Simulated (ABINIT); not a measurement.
# Geometry relaxation, with input and output: PbSe (part 2 of 2)

Continued. System: PbSe (Fm-3m, 2 atoms in the cell). Method: Kohn-Sham DFT of a periodic cell, LDA, PseudoDojo NC SR LDA v0.4.1 standard, no spin polarisation (ABINIT 10.8.3); cutoff 1170.09 eV, 6×6×6 k-mesh, fermi-dirac of 0.05 eV. The structure derives from an entry of the Crystallography Open Database.

Geometry of the input (Å; fractional positions):
```
0.0000  3.0606  3.0606
3.0606  0.0000  3.0606
3.0606  3.0606  0.0000
Pb 0.0000  0.0000  0.0000
Se 0.5000  0.5000  0.5000
```

## The program's output, continued
```
 Cartesian coordinates (xcart) [bohr]
  0.00000000000000E+00  0.00000000000000E+00  0.00000000000000E+00
  5.77080978652374E+00  5.77080978652374E+00  5.77080978652374E+00
 Reduced coordinates (xred)
  0.00000000000000E+00  0.00000000000000E+00  0.00000000000000E+00
  5.00000000000000E-01  5.00000000000000E-01  5.00000000000000E-01
 Cartesian forces (fcart) [Ha/bohr]; max,rms= 0.00000E+00 0.00000E+00 (free atoms)
 -0.00000000000000E+00 -0.00000000000000E+00 -0.00000000000000E+00
 -0.00000000000000E+00 -0.00000000000000E+00 -0.00000000000000E+00
 Gradient of E wrt nuclear positions in reduced coordinates (gred)
  0.00000000000000E+00  0.00000000000000E+00  0.00000000000000E+00
  0.00000000000000E+00  0.00000000000000E+00  0.00000000000000E+00
 Scale of Primitive Cell (acell) [bohr]
  8.16115746597726E+00  8.16115746597726E+00  8.16115746597726E+00
 Real space primitive translations (rprimd) [bohr]
  0.00000000000000E+00  5.77080978652374E+00  5.77080978652374E+00
  5.77080978652374E+00  0.00000000000000E+00  5.77080978652374E+00
  5.77080978652374E+00  5.77080978652374E+00  0.00000000000000E+00
 Unitary Cell Volume (ucvol) [Bohr^3]=  3.84361849553811E+02
 Angles (23,13,12)= [degrees]
  6.00000000000000E+01  6.00000000000000E+01  6.00000000000000E+01
 Lengths [Bohr]
  8.16115746597726E+00  8.16115746597726E+00  8.16115746597726E+00
 Stress tensor in cartesian coordinates (strten) [Ha/bohr^3]
  6.38167792614136E-05  0.00000000000000E+00  0.00000000000000E+00
  0.00000000000000E+00  6.38167792614101E-05  0.00000000000000E+00
  0.00000000000000E+00  0.00000000000000E+00  6.38167792614136E-05
 Total energy (etotal) [Ha]= -1.91481068971662E+02

 Difference of energy with previous step (new-old):
           Absolute (Ha)=-1.80275E-04
           Relative     =-9.41478E-07

--- Iteration: ( 3/50) Internal Cycle: (1/1)
--------------------------------------------------------------------------------

---SELF-CONSISTENT-FIELD CONVERGENCE--------------------------------------------

--- !BeginCycle
iteration_state: {dtset: 1, itime: 3, icycle: 1, }
solver: {iscf: 7, nstep: 80, nline: 4, wfoptalg: 0, }
tolerances: {tolvrs: 1.00E-12, }
...

     iter   Etot(hartree)      deltaE(h)  residm     vres2
 ETOT  1  -191.40790881786    -1.914E+02 1.936E-02 9.910E+02
 ETOT  2  -191.46506737862    -5.716E-02 3.808E-06 2.459E+02
 ETOT  3  -191.48141027469    -1.634E-02 4.372E-04 2.360E+00
 ETOT  4  -191.48151091941    -1.006E-04 5.570E-06 9.171E-02
 ETOT  5  -191.48151426146    -3.342E-06 3.860E-07 3.227E-03
 ETOT  6  -191.48151449855    -2.371E-07 4.392E-08 6.369E-05
 ETOT  7  -191.48151450243    -3.880E-09 1.733E-08 4.565E-07
 ETOT  8  -191.48151450247    -4.178E-11 2.211E-08 2.731E-09
 ETOT  9  -191.48151450246     1.398E-11 9.885E-09 4.525E-11
 ETOT 10  -191.48151450245     5.372E-12 1.181E-08 6.666E-13

 At SCF step   10       vres2   =  6.67E-13 < tolvrs=  1.00E-12 =>converged.

 Cartesian components of stress tensor (hartree/bohr^3)
  sigma(1 1)= -3.08408630E-06  sigma(3 2)=  0.00000000E+00
  sigma(2 2)= -3.08408630E-06  sigma(3 1)=  0.00000000E+00
  sigma(3 3)= -3.08408630E-06  sigma(2 1)=  0.00000000E+00

--- !ResultsGS
iteration_state: {dtset: 1, itime: 3, icycle: 1, }
comment   : Summary of ground state results
lattice_vectors:
- [  0.0000000,   5.6987693,   5.6987693, ]
- [  5.6987693,   0.0000000,   5.6987693, ]
- [  5.6987693,   5.6987693,   0.0000000, ]
lattice_lengths: [   8.05928,    8.05928,    8.05928, ]
lattice_angles: [ 60.000,  60.000,  60.000, ] # degrees, (23, 13, 12)
lattice_volume:   3.7014615E+02
convergence: {deltae:  5.372E-12, res2:  6.666E-13, residm:  1.181E-08, diffor: null, }
etotal    :  -1.91481515E+02
entropy   :   0.00000000E+00
fermie    :   1.69435651E-01
cartesian_stress_tensor: # hartree/bohr^3
- [ -3.08408630E-06,   0.00000000E+00,   0.00000000E+00, ]
- [  0.00000000E+00,  -3.08408630E-06,   0.00000000E+00, ]
- [  0.00000000E+00,   0.00000000E+00,  -3.08408630E-06, ]
pressure_GPa:   9.0737E-02
xred      :
- [  0.0000E+00,   0.0000E+00,   0.0000E+00, Pb]
- [  5.0000E-01,   5.0000E-01,   5.0000E-01, Se]
cartesian_forces: # hartree/bohr
- [ -0.00000000E+00,  -0.00000000E+00,  -0.00000000E+00, ]
- [ -0.00000000E+00,  -0.00000000E+00,  -0.00000000E+00, ]
force_length_stats: {min:   0.00000000E+00, max:   0.00000000E+00, mean:   0.00000000E+00, }
...

 Integrated electronic density in atomic spheres:
 ------------------------------------------------
 Atom  Sphere_radius  Integrated_density
    1        2.00000         10.05705404
    2        2.00000         13.23188919

---OUTPUT-----------------------------------------------------------------------

 Cartesian coordinates (xcart) [bohr]
  0.00000000000000E+00  0.00000000000000E+00  0.00000000000000E+00
  5.69876933156637E+00  5.69876933156637E+00  5.69876933156637E+00
 Reduced coordinates (xred)
  0.00000000000000E+00  0.00000000000000E+00  0.00000000000000E+00
  5.00000000000000E-01  5.00000000000000E-01  5.00000000000000E-01
 Cartesian forces (fcart) [Ha/bohr]; max,rms= 0.00000E+00 0.00000E+00 (free atoms)
 -0.00000000000000E+00 -0.00000000000000E+00 -0.00000000000000E+00
 -0.00000000000000E+00 -0.00000000000000E+00 -0.00000000000000E+00
 Gradient of E wrt nuclear positions in reduced coordinates (gred)
  0.00000000000000E+00  0.00000000000000E+00  0.00000000000000E+00
  0.00000000000000E+00  0.00000000000000E+00  0.00000000000000E+00
 Scale of Primitive Cell (acell) [bohr]
  8.05927687753702E+00  8.05927687753702E+00  8.05927687753702E+00
 Real space primitive translations (rprimd) [bohr]
  0.00000000000000E+00  5.69876933156637E+00  5.69876933156637E+00
  5.69876933156637E+00  0.00000000000000E+00  5.69876933156637E+00
  5.69876933156637E+00  5.69876933156637E+00  0.00000000000000E+00
 Unitary Cell Volume (ucvol) [Bohr^3]=  3.70146145289252E+02
 Angles (23,13,12)= [degrees]
  6.00000000000000E+01  6.00000000000000E+01  6.00000000000000E+01
 Lengths [Bohr]
  8.05927687753702E+00  8.05927687753702E+00  8.05927687753702E+00
 Stress tensor in cartesian coordinates (strten) [Ha/bohr^3]
 -3.08408629633855E-06  0.00000000000000E+00  0.00000000000000E+00
  0.00000000000000E+00 -3.08408629635243E-06  0.00000000000000E+00
  0.00000000000000E+00  0.00000000000000E+00 -3.08408629635590E-06
 Total energy (etotal) [Ha]= -1.91481514502450E+02

 Difference of energy with previous step (new-old):
           Absolute (Ha)=-4.45531E-04
           Relative     =-2.32676E-06

--- Iteration: ( 4/50) Internal Cycle: (1/1)
--------------------------------------------------------------------------------

---SELF-CONSISTENT-FIELD CONVERGENCE--------------------------------------------

--- !BeginCycle
iteration_state: {dtset: 1, itime: 4, icycle: 1, }
solver: {iscf: 7, nstep: 80, nline: 4, wfoptalg: 0, }
tolerances: {tolvrs: 1.00E-12, }
...

     iter   Etot(hartree)      deltaE(h)  residm     vres2
 ETOT  1  -191.48135195158    -1.915E+02 1.401E-08 2.159E+00
 ETOT  2  -191.48147662726    -1.247E-04 1.023E-08 5.766E-01
 ETOT  3  -191.48151529243    -3.867E-05 9.186E-07 3.971E-03
 ETOT  4  -191.48151541970    -1.273E-07 1.109E-08 1.611E-04
 ETOT  5  -191.48151542664    -6.939E-09 3.044E-09 6.590E-06
 ETOT  6  -191.48151542710    -4.621E-10 1.485E-09 2.627E-08
 ETOT  7  -191.48151542711    -5.002E-12 1.692E-09 6.648E-10
 ETOT  8  -191.48151542712    -1.180E-11 7.885E-10 1.891E-11
 ETOT  9  -191.48151542710     1.850E-11 9.877E-10 2.714E-14

 At SCF step    9       vres2   =  2.71E-14 < tolvrs=  1.00E-12 =>converged.

 Cartesian components of stress tensor (hartree/bohr^3)
  sigma(1 1)=  1.09574017E-07  sigma(3 2)=  0.00000000E+00
  sigma(2 2)=  1.09574017E-07  sigma(3 1)=  0.00000000E+00
  sigma(3 3)=  1.09574017E-07  sigma(2 1)=  0.00000000E+00

--- !ResultsGS
iteration_state: {dtset: 1, itime: 4, icycle: 1, }
comment   : Summary of ground state results
lattice_vectors:
- [  0.0000000,   5.7019730,   5.7019730, ]
- [  5.7019730,   0.0000000,   5.7019730, ]
- [  5.7019730,   5.7019730,   0.0000000, ]
lattice_lengths: [   8.06381,    8.06381,    8.06381, ]
lattice_angles: [ 60.000,  60.000,  60.000, ] # degrees, (23, 13, 12)
lattice_volume:   3.7077075E+02
convergence: {deltae:  1.850E-11, res2:  2.714E-14, residm:  9.877E-10, diffor: null, }
etotal    :  -1.91481515E+02
entropy   :   0.00000000E+00
fermie    :   1.68730969E-01
cartesian_stress_tensor: # hartree/bohr^3
- [  1.09574017E-07,   0.00000000E+00,   0.00000000E+00, ]
- [  0.00000000E+00,   1.09574017E-07,   0.00000000E+00, ]
- [  0.00000000E+00,   0.00000000E+00,   1.09574017E-07, ]
pressure_GPa:  -3.2238E-03
xred      :
- [  0.0000E+00,   0.0000E+00,   0.0000E+00, Pb]
- [  5.0000E-01,   5.0000E-01,   5.0000E-01, Se]
cartesian_forces: # hartree/bohr
- [ -0.00000000E+00,  -0.00000000E+00,  -0.00000000E+00, ]
- [ -0.00000000E+00,  -0.00000000E+00,  -0.00000000E+00, ]
force_length_stats: {min:   0.00000000E+00, max:   0.00000000E+00, mean:   0.00000000E+00, }
...

 Integrated electronic density in atomic spheres:
 ------------------------------------------------
 Atom  Sphere_radius  Integrated_density
    1        2.00000         10.06122056
    2        2.00000         13.23524667

---OUTPUT-----------------------------------------------------------------------

 Cartesian coordinates (xcart) [bohr]
  0.00000000000000E+00  0.00000000000000E+00  0.00000000000000E+00
  5.70197298323790E+00  5.70197298323790E+00  5.70197298323790E+00
 Reduced coordinates (xred)
  0.00000000000000E+00  0.00000000000000E+00  0.00000000000000E+00
  5.00000000000000E-01  5.00000000000000E-01  5.00000000000000E-01
 Cartesian forces (fcart) [Ha/bohr]; max,rms= 0.00000E+00 0.00000E+00 (free atoms)
 -0.00000000000000E+00 -0.00000000000000E+00 -0.00000000000000E+00
 -0.00000000000000E+00 -0.00000000000000E+00 -0.00000000000000E+00
 Gradient of E wrt nuclear positions in reduced coordinates (gred)
  0.00000000000000E+00  0.00000000000000E+00  0.00000000000000E+00
  0.00000000000000E+00  0.00000000000000E+00  0.00000000000000E+00
 Scale of Primitive Cell (acell) [bohr]
  8.06380752518002E+00  8.06380752518002E+00  8.06380752518002E+00
 Real space primitive translations (rprimd) [bohr]
  0.00000000000000E+00  5.70197298323790E+00  5.70197298323790E+00
  5.70197298323790E+00  0.00000000000000E+00  5.70197298323790E+00
  5.70197298323790E+00  5.70197298323790E+00  0.00000000000000E+00
 Unitary Cell Volume (ucvol) [Bohr^3]=  3.70770746496827E+02
 Angles (23,13,12)= [degrees]
  6.00000000000000E+01  6.00000000000000E+01  6.00000000000000E+01
 Lengths [Bohr]
  8.06380752518002E+00  8.06380752518002E+00  8.06380752518002E+00
 Stress tensor in cartesian coordinates (strten) [Ha/bohr^3]
  1.09574016884245E-07  0.00000000000000E+00  0.00000000000000E+00
  0.00000000000000E+00  1.09574016880776E-07  0.00000000000000E+00
  0.00000000000000E+00  0.00000000000000E+00  1.09574016884245E-07
 Total energy (etotal) [Ha]= -1.91481515427099E+02

 Difference of energy with previous step (new-old):
           Absolute (Ha)=-9.24650E-07
           Relative     =-4.82892E-09

 At Broyd/MD step   4, gradients are converged :
  max grad (force/stress) = 1.0957E-05 < tolmxf= 2.0000E-05 ha/bohr (free atoms)

================================================================================

 ----iterations are completed or convergence reached----

 Mean square residual over all n,k,spin=   32.492E-13; max=  98.768E-11
 reduced coordinates (array xred) for    2 atoms
       0.000000000000      0.000000000000      0.000000000000
       0.500000000000      0.500000000000      0.500000000000
 rms dE/dt=  0.0000E+00; max dE/dt=  0.0000E+00; dE/dt below (all hartree)
    1       0.000000000000      0.000000000000      0.000000000000
    2       0.000000000000      0.000000000000      0.000000000000

 cartesian coordinates (angstrom) at end:
    1      0.00000000000000     0.00000000000000     0.00000000000000
    2      3.01735415786708     3.01735415786708     3.01735415786708

 cartesian forces (hartree/bohr) at end:
    1     -0.00000000000000    -0.00000000000000    -0.00000000000000
    2     -0.00000000000000    -0.00000000000000    -0.00000000000000
 frms,max,avg= 0.0000000E+00 0.0000000E+00   0.000E+00  0.000E+00  0.000E+00 h/b

 cartesian forces (eV/Angstrom) at end:
    1     -0.00000000000000    -0.00000000000000    -0.00000000000000
    2     -0.00000000000000    -0.00000000000000    -0.00000000000000
 frms,max,avg= 0.0000000E+00 0.0000000E+00   0.000E+00  0.000E+00  0.000E+00 e/A
 length scales=  8.063807525180  8.063807525180  8.063807525180 bohr
              =  4.267183172538  4.267183172538  4.267183172538 angstroms
 Fermi (or HOMO) energy (hartree) =   0.16873   Average Vxc (hartree)=  -0.38989
 Eigenvalues (hartree) for nkpt=  16  k points:
 kpt#   1, nband= 19, wtk=  0.00463, kpt=  0.0000  0.0000  0.0000 (reduced coord)
  -1.58171   -1.58171   -1.58158   -1.58158   -1.58158   -0.45014   -0.45014   -0.45000
  -0.45000   -0.45000   -0.34758   -0.06733    0.09208    0.09208    0.09208    0.33997
   0.33997    0.33997    0.40356
      occupation numbers for kpt#   1
   2.00000    2.00000    2.00000    2.00000    2.00000    2.00000    2.00000    2.00000
   2.00000    2.00000    2.00000    2.00000    2.00000    2.00000    2.00000    0.00000
   0.00000    0.00000    0.00000
 prteigrs : prtvol=0 or 1, do not print more k-points.

--- !EnergyTerms
iteration_state     : {dtset: 1, itime: 4, icycle: 1, }
comment             : Components of total free energy in Hartree
kinetic             :  1.12787495874852E+02
hartree             :  4.90164048076978E+01
xc                  : -4.36161831646190E+01
Ewald energy        : -1.12266315424431E+02
psp_core            :  5.86765058658469E+00
local_psp           : -1.38121491829132E+02
non_local_psp       : -6.51489864457878E+01
internal            : -1.91481425594836E+02
'-kT*entropy'       : -8.98322630385703E-05
total_energy        : -1.91481515427099E+02
total_energy_eV     : -5.21047747525257E+03
band_energy         : -2.07642203266890E+01
...

 Cartesian components of stress tensor (hartree/bohr^3)
  sigma(1 1)=  1.09574017E-07  sigma(3 2)=  0.00000000E+00
  sigma(2 2)=  1.09574017E-07  sigma(3 1)=  0.00000000E+00
  sigma(3 3)=  1.09574017E-07  sigma(2 1)=  0.00000000E+00

-Cartesian components of stress tensor (GPa)         [Pressure= -3.2238E-03 GPa]
- sigma(1 1)=  3.22377888E-03  sigma(3 2)=  0.00000000E+00
- sigma(2 2)=  3.22377888E-03  sigma(3 1)=  0.00000000E+00
- sigma(3 3)=  3.22377888E-03  sigma(2 1)=  0.00000000E+00

== END DATASET(S) ==============================================================
================================================================================

 -outvars: echo values of variables after computation  --------
            acell      8.0638075252E+00  8.0638075252E+00  8.0638075252E+00 Bohr
           etotal     -1.9148151543E+02
            fcart     -0.0000000000E+00 -0.0000000000E+00 -0.0000000000E+00
                      -0.0000000000E+00 -0.0000000000E+00 -0.0000000000E+00
            rprim      0.0000000000E+00  7.0710678119E-01  7.0710678119E-01
                       7.0710678119E-01  0.0000000000E+00  7.0710678119E-01
                       7.0710678119E-01  7.0710678119E-01  0.0000000000E+00
           strten      1.0957401688E-07  1.0957401688E-07  1.0957401688E-07
                       0.0000000000E+00  0.0000000000E+00  0.0000000000E+00
           xangst      0.0000000000E+00  0.0000000000E+00  0.0000000000E+00
                       3.0173541579E+00  3.0173541579E+00  3.0173541579E+00
             xred      0.0000000000E+00  0.0000000000E+00  0.0000000000E+00
                       5.0000000000E-01  5.0000000000E-01  5.0000000000E-01
 Calculation completed.
```

## Trajectory as extended XYZ (Å, eV, eV/Å), 4 frames, from step=0 to step=3
```
2
Lattice="0.0000 3.0606 3.0606 3.0606 0.0000 3.0606 3.0606 3.0606 0.0000" Properties=species:S:1:pos:R:3:forces:R:3 step=0 energy=-5210.46042
Pb    0.0000    0.0000    0.0000    0.0000   0.0000   0.0000
Se    3.0606    3.0606    3.0606    0.0000   0.0000   0.0000
2
Lattice="0.0000 3.0538 3.0538 3.0538 0.0000 3.0538 3.0538 3.0538 0.0000" Properties=species:S:1:pos:R:3:forces:R:3 step=1 energy=-5210.46533
Pb    0.0000    0.0000    0.0000    0.0000   0.0000   0.0000
Se    3.0538    3.0538    3.0538    0.0000   0.0000   0.0000
2
Lattice="0.0000 3.0157 3.0157 3.0157 0.0000 3.0157 3.0157 3.0157 0.0000" Properties=species:S:1:pos:R:3:forces:R:3 step=2 energy=-5210.47745
Pb    0.0000    0.0000    0.0000    0.0000   0.0000   0.0000
Se    3.0157    3.0157    3.0157    0.0000   0.0000   0.0000
2
Lattice="0.0000 3.0174 3.0174 3.0174 0.0000 3.0174 3.0174 3.0174 0.0000" Properties=species:S:1:pos:R:3:forces:R:3 step=3 energy=-5210.47747
Pb    0.0000    0.0000    0.0000    0.0000   0.0000   0.0000
Se    3.0174    3.0174    3.0174    0.0000   0.0000   0.0000
```

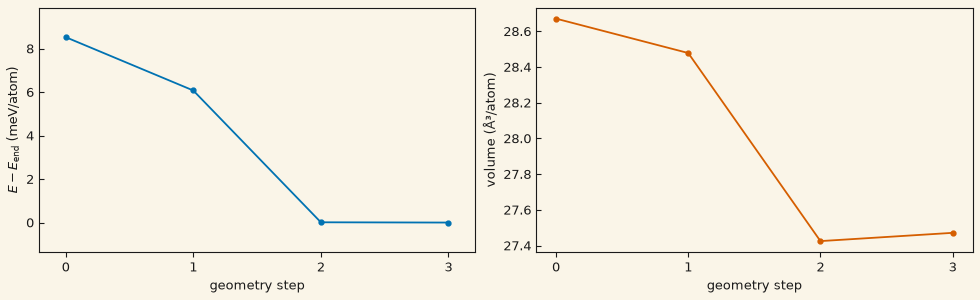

Figure 1. Progress of the relaxation, step by step (steps are counted from 0).

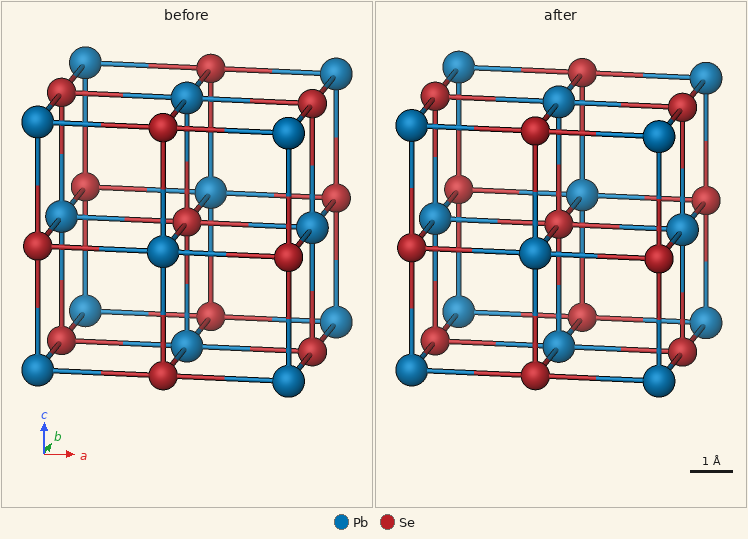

Figure 2. Before (left) and after (right) the relaxation, at one scale (ball-and-stick view of the cell 4 times as large as that of the calculation, set on its symmetry axes, seen slightly off an axis). After 3 geometry steps the energy has fallen by 8.5 meV per atom. All forces vanish by symmetry, so only the cell relaxes. The atoms keep their places relative to the cell (all moves are under 0.005 Å). The volume changes by −4.2 %, with a = b = c 6.121 → 6.035 Å (−1.4 %). Among the contacts that change: Pb1–Se2 3.061 → 3.017 Å. The space group stays Fm-3m (No. 225). (Atoms are counted from 1 in the order of the input.)

## Summary

```json
{"quantity": "outcome", "value": "converged"}
{"quantity": "space group (tolerance 0.01 Å)", "value": "Fm-3m (225)"}
{"quantity": "electrons treated", "value": "30"}
{"quantity": "free energy", "value": "−5210.4775 eV"}
{"quantity": "Fermi energy", "value": "4.591 eV"}
{"quantity": "gap on the k-point mesh", "value": "0.05 eV"}
{"quantity": "pressure", "value": "0.00 GPa"}
{"quantity": "final volume", "value": "54.94 Å³"}
{"quantity": "largest force (length of the vector) at the end", "value": "under 0.001 eV/Å"}
{"quantity": "final cell", "value": "a = 4.267 Å, b = 4.267 Å, c = 4.267 Å, α = 60.00°, β = 60.00°, γ = 60.00°"}
{"quantity": "wall time", "value": "4.8 min"}
{"quantity": "peak memory", "value": "0.12 GiB"}
```

Spin–orbit coupling is left out, which matters for Pb.
